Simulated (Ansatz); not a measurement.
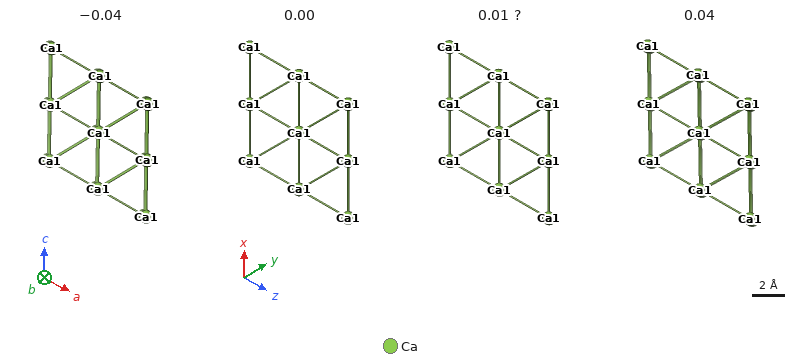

Energy scan for solid Ca (Im-3m), in which the cell is strained along z alone, with the atoms kept at their fractional coordinates. x, y and z are the Cartesian axes of the input. The picture is a ball-and-stick view of the cell of the calculation, repeated 2 × 2 × 2 with one cell outlined, seen along the b axis.

Computed with Ansatz, DFT LDA, scalar-relativistic, plane waves, PAW. (plane-wave cutoff 420 eV; k-point mesh 16 × 16 × 16; occupations gaussian; smearing width 0.15 eV; no spin polarisation). Energies (free energies at the smearing named) are counted from the cell as listed in its source, which wasn't relaxed.

```tsv
strain	ΔE (meV/atom)
−0.040	−25.6
−0.030	−19.7
−0.020	−13.4
−0.010	−6.8
0.000	0.0
0.010	?
0.020	14.4
0.030	21.9
0.035	25.8
0.040	29.7
```

Fill in the missing row.

A straight line between the two neighbours gives 7.2 meV/atom. A cubic through the four nearest rows (−0.010, 0.000, 0.020, 0.030) gives, with Lagrange weights, (−0.1667)(−6.8) + (0.6667)(0.0) + (0.6667)(14.4) + (−0.1667)(21.9) = 7.1 meV/atom. The calculation gives 7.1 meV/atom, so the cubic is right to the digits shown and the straight line 0.1 meV/atom too high.

The whole profile:

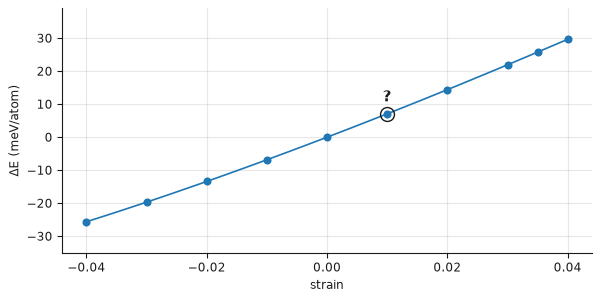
